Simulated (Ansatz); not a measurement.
Consider ZnSe2.

```
Zn Se
1.0
     4.44274    0.00000    0.00000
     0.00000    9.17080    0.00000
     0.00000    0.00000    6.93155
Zn Se
4 8
Direct
  0.00000 0.00000 0.25000
  0.50000 0.50000 0.75000
  0.00000 0.00000 0.75000
  0.50000 0.50000 0.25000
  0.15801 0.38889 0.50000
  0.65801 0.88889 0.00000
  0.34199 0.11111 0.00000
  0.84199 0.61111 0.50000
  0.84199 0.38889 0.00000
  0.34199 0.88889 0.50000
  0.15801 0.61111 0.00000
  0.65801 0.11111 0.50000
```

Space group Ibam; a generated structure, not necessarily the stable one.

Theory: DFT r2SCAN, scalar-relativistic, plane waves, PAW (Ansatz 0.2.0).

### Predict the valence pseudo-density and electron localisation function between the atoms.

Zn–Se (2.52 Å): ρ is about 0.43 e/Å³ halfway, with its minimum of 0.39 e/Å³ about 1.1 Å from Zn; the ELF is about 0.65 at the midpoint.
Bader's partition of the density gives Zn +0.82 and Se −0.41 e.

### What Bader charges does the calculation give?

Electrons move from Zn towards Se. Bader charges: Zn +0.82 and Se −0.41 e.

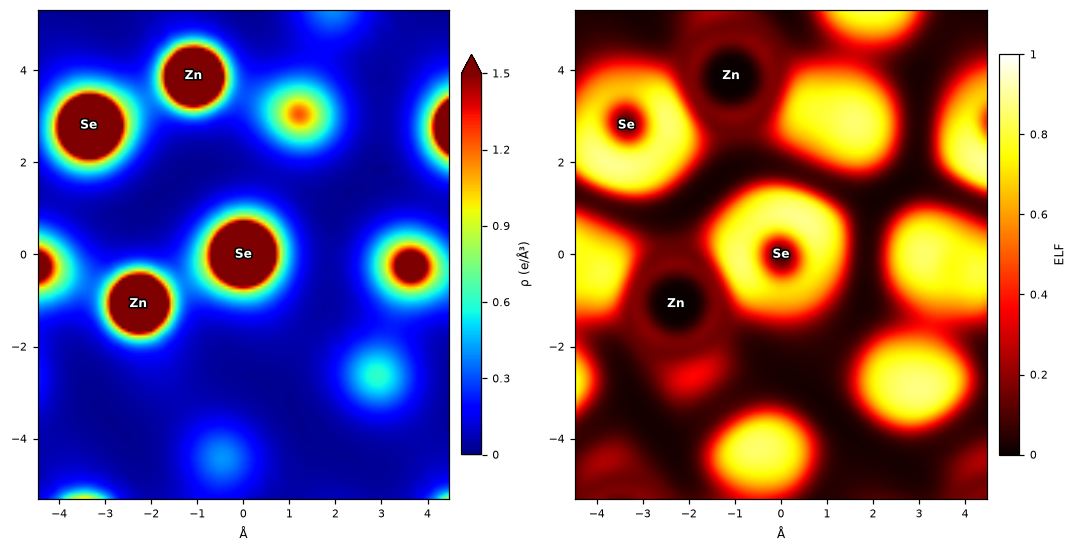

Computed valence pseudo-density and electron localisation function on the (111) plane of the conventional cell, in this order. Atoms just off the plane (Se, 0.6 Å away) can leave unmarked features too.

In a PAW calculation such maps are meaningful between the atoms, not at the nuclei.
